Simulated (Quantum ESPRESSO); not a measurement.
# Single-point calculation, with input and output: EuO

EuO (Fm-3m, 2 atoms in the cell), computed with Kohn-Sham DFT of a periodic cell, PBEsol, JTH 2.0 LDA, spin-polarised (Quantum ESPRESSO 7.5).

The structure derives from an entry of the Crystallography Open Database.

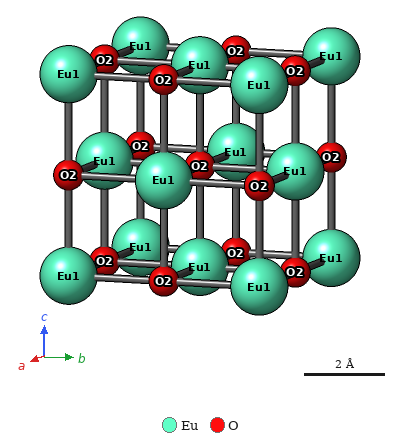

Fig. 1: The input geometry (ball-and-stick view of the cell 4 times as large as that of the calculation, set on its symmetry axes, seen slightly off an axis; atoms are numbered from 1 in the order of the input).

## Input file
```
&CONTROL
  calculation = 'scf'
  prefix = 'pwscf'
  outdir = './tmp'
  pseudo_dir = './pseudo'
  tprnfor = .true.
  tstress = .true.
  disk_io = 'nowf'
/
&SYSTEM
  ibrav = 0
  nat = 2
  ntyp = 2
  ecutwfc = 50
  ecutrho = 300
  nbnd = 21
  input_dft = 'pbesol'
  occupations = 'smearing'
  smearing = 'gaussian'
  degauss = 0.00999582
  nspin = 2
  starting_magnetization(1) = 0.4118
  starting_magnetization(2) = 0
/
&ELECTRONS
  conv_thr = 4d-10
  electron_maxstep = 120
  mixing_beta = 0.3
/
ATOMIC_SPECIES
Eu   151.9640 Eu.LDA_PW-JTH.UPF
O     15.9990 O.LDA_PW-JTH.UPF
CELL_PARAMETERS angstrom
   0.0000000000    2.5719500000    2.5719500000
   2.5719500000    0.0000000000    2.5719500000
   2.5719500000    2.5719500000    0.0000000000
ATOMIC_POSITIONS crystal
Eu     0.0000000000    0.0000000000    0.0000000000
O      0.5000000000    0.5000000000    0.5000000000
K_POINTS automatic
3 3 3 0 0 0
```

Hardware: 1 thread of Arm Neoverse V1, 24 GiB of memory available, shared host.

Launched with:
```bash
OMP_NUM_THREADS=1 pw.x -in pw.in > pw.out
```

## Output
```
This program is part of the open-source Quantum ESPRESSO suite
     for quantum simulation of materials; please cite
         "P. Giannozzi et al., J. Phys.:Condens. Matter 21 395502 (2009);
         "P. Giannozzi et al., J. Phys.:Condens. Matter 29 465901 (2017);
         "P. Giannozzi et al., J. Chem. Phys. 152 154105 (2020);
          URL
     in publications or presentations arising from this work. More details at

     file Eu.LDA_PW-JTH.UPF: wavefunction(s)  5S 6S 5P 0P 5D 0D 4F 0F renormalized
     file O.LDA_PW-JTH.UPF: wavefunction(s)  0S 2P 0P renormalized

     IMPORTANT: XC functional enforced from input :
     Exchange-correlation= PBESOL
                           (   1   4  10   8   0   0   0)
     Any further DFT definition will be discarded
     Please, verify this is what you really want

     Message from routine setup:
     using ibrav=0 with symmetry is DISCOURAGED, use correct ibrav instead

     G-vector sticks info
     --------------------
     sticks:   dense  smooth     PW     G-vecs:    dense   smooth      PW
     Sum         967     649    199                20107    10969    1807

     Using Slab Decomposition

     bravais-lattice index     =            0
     lattice parameter (alat)  =       6.8735  a.u.
     unit-cell volume          =     229.6224 (a.u.)^3
     number of atoms/cell      =            2
     number of atomic types    =            2
     number of electrons       =        23.00
     number of Kohn-Sham states=           21
     kinetic-energy cutoff     =      50.0000  Ry
     charge density cutoff     =     300.0000  Ry
     scf convergence threshold =      4.0E-10
     mixing beta               =       0.3000
     number of iterations used =            8  plain     mixing
     Exchange-correlation= PBESOL
                           (   1   4  10   8   0   0   0)

     celldm(1)=   6.873475  celldm(2)=   0.000000  celldm(3)=   0.000000
     celldm(4)=   0.000000  celldm(5)=   0.000000  celldm(6)=   0.000000

     crystal axes: (cart. coord. in units of alat)
               a(1) = (   0.000000   0.707107   0.707107 )
               a(2) = (   0.707107   0.000000   0.707107 )
               a(3) = (   0.707107   0.707107   0.000000 )

     reciprocal axes: (cart. coord. in units 2 pi/alat)
               b(1) = ( -0.707107  0.707107  0.707107 )
               b(2) = (  0.707107 -0.707107  0.707107 )
               b(3) = (  0.707107  0.707107 -0.707107 )

     PseudoPot. # 1 for Eu read from file:
     Eu.LDA_PW-JTH.UPF
     Pseudo is Projector augmented-wave + core cor, Zval = 17.0
     Generated using ATOMPAW code
     Shape of augmentation charge: SINC**2
     Using radial grid of 1109 points,  8 beta functions with:
                l(1) =   0
                l(2) =   0
                l(3) =   1
                l(4) =   1
                l(5) =   2
                l(6) =   2
                l(7) =   3
                l(8) =   3
     Q(r) pseudized with 0 coefficients

     PseudoPot. # 2 for O  read from file:
     O.LDA_PW-JTH.UPF
     Pseudo is Projector augmented-wave + core cor, Zval =  6.0
     Generated using ATOMPAW code
     Shape of augmentation charge: SINC**2
     Using radial grid of  943 points,  4 beta functions with:
                l(1) =   0
                l(2) =   0
                l(3) =   1
                l(4) =   1
     Q(r) pseudized with 0 coefficients

     atomic species   valence    mass     pseudopotential
     Eu               17.00   151.96400     Eu( 1.00)
     O                 6.00    15.99900     O ( 1.00)

     Starting magnetic structure
     atomic species   magnetization
     Eu              0.412
     O               0.000

     48 Sym. Ops., with inversion, found

   Cartesian axes

     site n.     atom                  positions (alat units)
         1        Eu     tau(   1) = (   0.0000000   0.0000000   0.0000000  )
         2        O      tau(   2) = (   0.7071068   0.7071068   0.7071068  )

     number of k points=     4  Gaussian smearing, width (Ry)=  0.0100
                       cart. coord. in units 2pi/alat
        k(    1) = (   0.0000000   0.0000000   0.0000000), wk =   0.0370370
        k(    2) = (   0.2357023   0.2357023  -0.2357023), wk =   0.2962963
        k(    3) = (   0.4714045   0.0000000  -0.0000000), wk =   0.2222222
        k(    4) = (  -0.0000000  -0.4714045   0.4714045), wk =   0.4444444

     Dense  grid:    20107 G-vectors     FFT dimensions: (  40,  40,  40)

     Smooth grid:    10969 G-vectors     FFT dimensions: (  32,  32,  32)

     Generating pointlists ...
     new r_m :   0.2917 (alat units)  2.0049 (a.u.) for type    1
     new r_m :   0.2917 (alat units)  2.0049 (a.u.) for type    2

     Initial potential from superposition of free atoms

     starting charge      22.9961, renormalised to      23.0000
     Starting wfcs are   40 randomized atomic wfcs

     Self-consistent Calculation

     iteration #  1     ecut=    50.00 Ry     beta= 0.30
     Davidson diagonalization with overlap
     ethr =  1.00E-02,  avg # of iterations =  1.9

     total energy              =    -676.18873034 Ry
     estimated scf accuracy    <       0.49762290 Ry

     total magnetization       =     7.00 Bohr mag/cell
     absolute magnetization    =     7.19 Bohr mag/cell

     iteration #  2     ecut=    50.00 Ry     beta= 0.30
     Davidson diagonalization with overlap
     ethr =  2.16E-03,  avg # of iterations =  2.0

     total energy              =    -676.34137911 Ry
     estimated scf accuracy    <       0.05333581 Ry

     total magnetization       =     7.00 Bohr mag/cell
     absolute magnetization    =     7.25 Bohr mag/cell

     iteration #  3     ecut=    50.00 Ry     beta= 0.30
     Davidson diagonalization with overlap
     ethr =  2.32E-04,  avg # of iterations =  1.5

     total energy              =    -676.37563071 Ry
     estimated scf accuracy    <       0.02116394 Ry

     total magnetization       =     7.00 Bohr mag/cell
     absolute magnetization    =     7.25 Bohr mag/cell

     iteration #  4     ecut=    50.00 Ry     beta= 0.30
     Davidson diagonalization with overlap
     ethr =  9.20E-05,  avg # of iterations =  2.0

     total energy              =    -676.38318201 Ry
     estimated scf accuracy    <       0.00286856 Ry

     total magnetization       =     7.00 Bohr mag/cell
     absolute magnetization    =     7.23 Bohr mag/cell

     iteration #  5     ecut=    50.00 Ry     beta= 0.30
     Davidson diagonalization with overlap
     ethr =  1.25E-05,  avg # of iterations =  2.5

     total energy              =    -676.38419476 Ry
     estimated scf accuracy    <       0.00116353 Ry

     total magnetization       =     7.00 Bohr mag/cell
     absolute magnetization    =     7.23 Bohr mag/cell

     iteration #  6     ecut=    50.00 Ry     beta= 0.30
     Davidson diagonalization with overlap
     ethr =  5.06E-06,  avg # of iterations =  2.0

     total energy              =    -676.38442531 Ry
     estimated scf accuracy    <       0.00335664 Ry

     total magnetization       =     7.00 Bohr mag/cell
     absolute magnetization    =     7.23 Bohr mag/cell

     iteration #  7     ecut=    50.00 Ry     beta= 0.30
     Davidson diagonalization with overlap
     ethr =  5.06E-06,  avg # of iterations =  2.0

     total energy              =    -676.38459643 Ry
     estimated scf accuracy    <       0.00001044 Ry

     total magnetization       =     7.00 Bohr mag/cell
     absolute magnetization    =     7.22 Bohr mag/cell

     iteration #  8     ecut=    50.00 Ry     beta= 0.30
     Davidson diagonalization with overlap
     ethr =  4.54E-08,  avg # of iterations =  3.6

     total energy              =    -676.38460259 Ry
     estimated scf accuracy    <       0.00000260 Ry

     total magnetization       =     7.00 Bohr mag/cell
     absolute magnetization    =     7.22 Bohr mag/cell

     iteration #  9     ecut=    50.00 Ry     beta= 0.30
     Davidson diagonalization with overlap
     ethr =  1.13E-08,  avg # of iterations =  2.2

     total energy              =    -676.38460339 Ry
     estimated scf accuracy    <       0.00000217 Ry

     total magnetization       =     7.00 Bohr mag/cell
     absolute magnetization    =     7.22 Bohr mag/cell

     iteration # 10     ecut=    50.00 Ry     beta= 0.30
     Davidson diagonalization with overlap
     ethr =  9.45E-09,  avg # of iterations =  1.0

     total energy              =    -676.38460344 Ry
     estimated scf accuracy    <       0.00000022 Ry

     total magnetization       =     7.00 Bohr mag/cell
     absolute magnetization    =     7.22 Bohr mag/cell

     iteration # 11     ecut=    50.00 Ry     beta= 0.30
     Davidson diagonalization with overlap
     ethr =  9.57E-10,  avg # of iterations =  2.4

     total energy              =    -676.38460346 Ry
     estimated scf accuracy    <       0.00000003 Ry

     total magnetization       =     7.00 Bohr mag/cell
     absolute magnetization    =     7.22 Bohr mag/cell

     iteration # 12     ecut=    50.00 Ry     beta= 0.30
     Davidson diagonalization with overlap
     ethr =  1.41E-10,  avg # of iterations =  2.6

     total energy              =    -676.38460347 Ry
     estimated scf accuracy    <       0.00000001 Ry

     total magnetization       =     7.00 Bohr mag/cell
     absolute magnetization    =     7.22 Bohr mag/cell

     iteration # 13     ecut=    50.00 Ry     beta= 0.30
     Davidson diagonalization with overlap
     ethr =  5.02E-11,  avg # of iterations =  1.6

     total energy              =    -676.38460347 Ry
     estimated scf accuracy    <          7.5E-10 Ry

     total magnetization       =     7.00 Bohr mag/cell
     absolute magnetization    =     7.22 Bohr mag/cell

     iteration # 14     ecut=    50.00 Ry     beta= 0.30
     Davidson diagonalization with overlap
     ethr =  3.25E-12,  avg # of iterations =  3.0

     Magnetic moment per site  (integrated on atomic sphere of radius R)
     atom   1 (R=0.292)  charge= 13.7393  magn=  6.5352
     atom   2 (R=0.292)  charge=  6.4582  magn= -0.0885

     End of self-consistent calculation

 ------ SPIN UP ------------

          k = 0.0000 0.0000 0.0000 (  1363 PWs)   bands (ev):

   -27.2095  -5.5689  -5.5689  -5.5689  -4.0916  10.6941  10.6941  10.6941
    13.8005  13.9461  14.2252  14.2252  14.2252  14.5434  14.5434  14.5434
    15.9674  15.9674  15.9674  18.1942  18.1942

          k = 0.2357 0.2357-0.2357 (  1362 PWs)   bands (ev):

   -27.1410  -6.9078  -5.6364  -5.6364  -2.9122   8.8158   9.8493   9.8493
    13.8269  14.0069  14.0069  14.2032  14.2248  14.2248  14.2318  16.4269
    17.6595  17.9464  17.9464  20.7439  20.7439

          k = 0.4714 0.0000-0.0000 (  1379 PWs)   bands (ev):

   -27.1194  -6.5092  -5.8275  -5.8275  -3.5911   9.6428  10.6332  10.6332
    13.3316  14.0478  14.0826  14.0826  14.0854  14.3338  14.4325  14.4325
    16.9032  19.5285  19.6507  19.6507  20.8878

          k =-0.0000-0.4714 0.4714 (  1382 PWs)   bands (ev):

   -27.0962  -6.6680  -6.2075  -5.7681  -3.2189   9.3480   9.9712  10.3387
    13.8857  13.9863  13.9956  14.0991  14.1328  14.1926  14.2404  15.9174
    17.4555  19.0025  19.4769  21.4367  23.0668

 ------ SPIN DOWN ----------

          k = 0.0000 0.0000 0.0000 (  1363 PWs)   bands (ev):

   -24.2314  -4.1761  -3.2473  -3.2473  -3.2473  10.7732  10.7732  10.7732
    15.1341  17.1828  17.1828  17.1828  18.0390  18.9755  18.9755  18.9755
    19.0014  19.0014  19.0014  19.3594  19.3594

          k = 0.2357 0.2357-0.2357 (  1362 PWs)   bands (ev):

   -24.1439  -5.6081  -3.3177  -3.3177  -2.0909   9.1404   9.9114   9.9114
    16.9172  18.2175  18.2605  18.2605  18.8074  18.8183  18.8183  18.9875
    19.4847  19.4847  19.5313  21.9507  21.9507

          k = 0.4714 0.0000-0.0000 (  1379 PWs)   bands (ev):

   -24.1169  -5.0207  -3.5616  -3.5616  -3.0022   9.8725  10.7431  10.7431
    14.7163  17.8018  18.6014  18.6014  18.6084  18.8061  18.8142  19.0065
    19.0065  20.8238  21.1483  21.1483  22.0148

          k =-0.0000-0.4714 0.4714 (  1382 PWs)   bands (ev):

   -24.0870  -5.3190  -4.0191  -3.4792  -2.4739   9.5924  10.0420  10.5774
    16.5436  17.6808  18.4165  18.5819  18.7328  18.8601  18.8984  18.9960
    19.5428  20.1113  21.1105  22.5728  24.3207

     the Fermi energy is    14.4735 ev

!    total energy              =    -676.38460347 Ry
     total all-electron energy =      -676.384603 Ry
     estimated scf accuracy    <          3.7E-10 Ry
     smearing contrib. (-TS)   =      -0.00183855 Ry
     internal energy E=F+TS    =    -676.38276491 Ry

     The total energy is F=E-TS. E is the sum of the following terms:
     one-electron contribution =     -67.01290328 Ry
     hartree contribution      =      46.86730543 Ry
     xc contribution           =     -27.10144873 Ry
     ewald contribution        =    -176.16117722 Ry
     one-center paw contrib.   =    -452.97454112 Ry

     total magnetization       =     7.00 Bohr mag/cell
     absolute magnetization    =     7.22 Bohr mag/cell

     convergence has been achieved in  14 iterations

     Forces acting on atoms (cartesian axes, Ry/au):

     atom    1 type  1   force =     0.00000000   -0.00000000    0.00000000
     atom    2 type  2   force =     0.00000000   -0.00000000    0.00000000

     Total force =     0.000000     Total SCF correction =     0.000000

     Computing stress (Cartesian axis) and pressure

          total   stress  (Ry/bohr**3)                   (kbar)     P=      -85.67
  -0.00058241  -0.00000000   0.00000000          -85.67       -0.00        0.00
  -0.00000000  -0.00058241   0.00000000           -0.00      -85.67        0.00
   0.00000000   0.00000000  -0.00058241            0.00        0.00      -85.67

=------------------------------------------------------------------------------=
   JOB DONE.
=------------------------------------------------------------------------------=
```

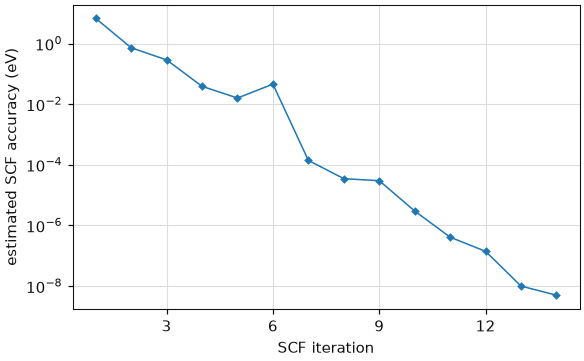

Fig. 2: Convergence of the self-consistent field: estimated SCF accuracy against the iteration. The field takes 14 iterations in all.

## Summary

| quantity | value |
| --- | --- |
| outcome | converged |
| space group (tolerance 0.01 Å) | Fm-3m (225) |
| electrons treated | 23 |
| free energy | −9202.6813 eV |
| Fermi energy | 14.473 eV |
| gap on the k-point mesh | none (metallic) |
| net moment of the cell | 7.00 μB |
| integrated absolute moment | 7.22 μB |
| pressure | −8.57 GPa |
| largest force (length of the vector) | under 0.001 eV/Å |
| wall time | 46 s |
| peak memory | 0.24 GiB |

## Notes

The settings depart from the standard set-up of this series, which can bear on the numbers. The record of the run, not the program, notes: potentials made for another functional. Points of doubt noted for this run: coarse mesh; potentials made for another functional.
